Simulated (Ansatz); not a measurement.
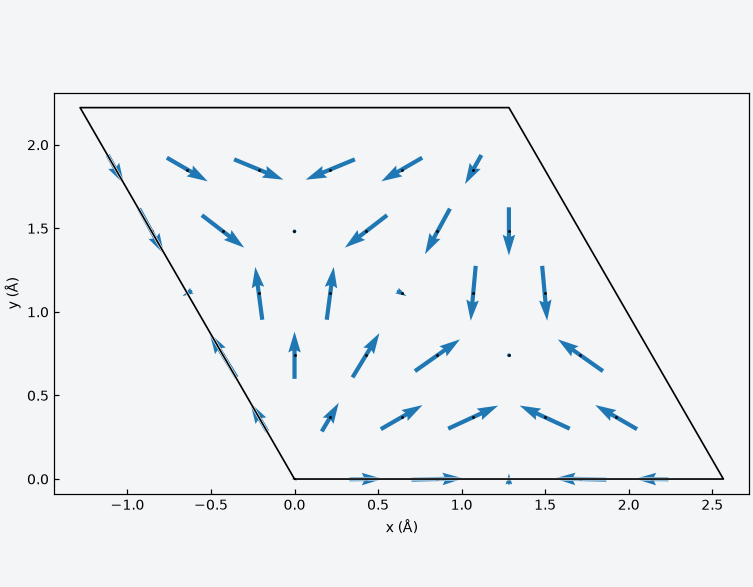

O on a Cu(111) slab cut from the Fm-3m phase, its upper half relaxed before the scan (12 atoms of substrate and one adsorbate in a 2 × 2 cell). 
- O is moved over the surface cell; relaxed at each place: the height of the adsorbate's atoms; substrate rigid; the origin of the map has the adsorbate above Cu9.
- Places are given modulo a cell vector. The map is drawn in real space over the plane of the surface.
- Grid: 6 × 6 points; 10 points were computed and 26 follow by symmetry.
- Places are given in fractions of the 1 × 1 surface cell.
- The runs have no spin polarisation; a magnetic state may lie lower.
- The calculation used DFT PBE, scalar-relativistic, plane waves, PAW (Ansatz). Settings: cutoff 420 eV, k-mesh 6×6×1, gaussian smearing 0.1 eV, no spin polarisation.

The picture shows dots at the grid points, arrows along the force (downhill), their lengths compressed, the outline of one cell of the plane.

Q: The arrows alone are given. Where are the wells?

A: The arrows converge at a threefold hollow over a third-layer Cu atom, (4/6, 2/6) of the cell vectors; a threefold hollow over a second-layer Cu atom, (2/6, 4/6) of the cell vectors (0.10 eV up) (read from the interpolated surface).

The energy map of the same scan:

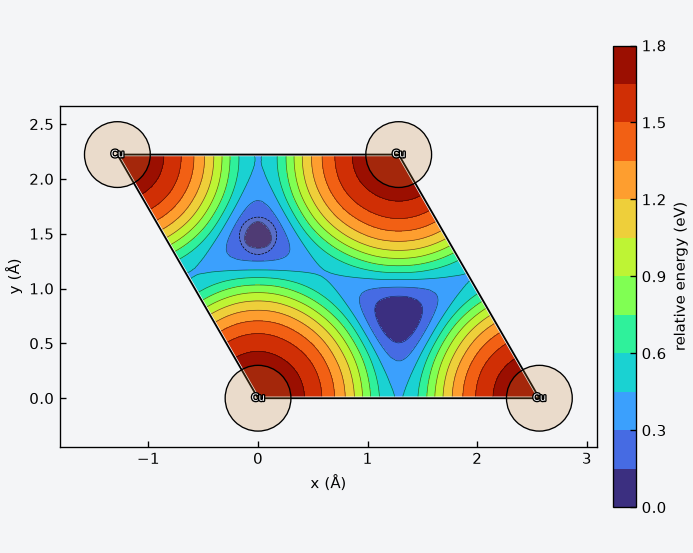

Energies are in eV, from the lowest grid point; between grid points the surface is interpolated.
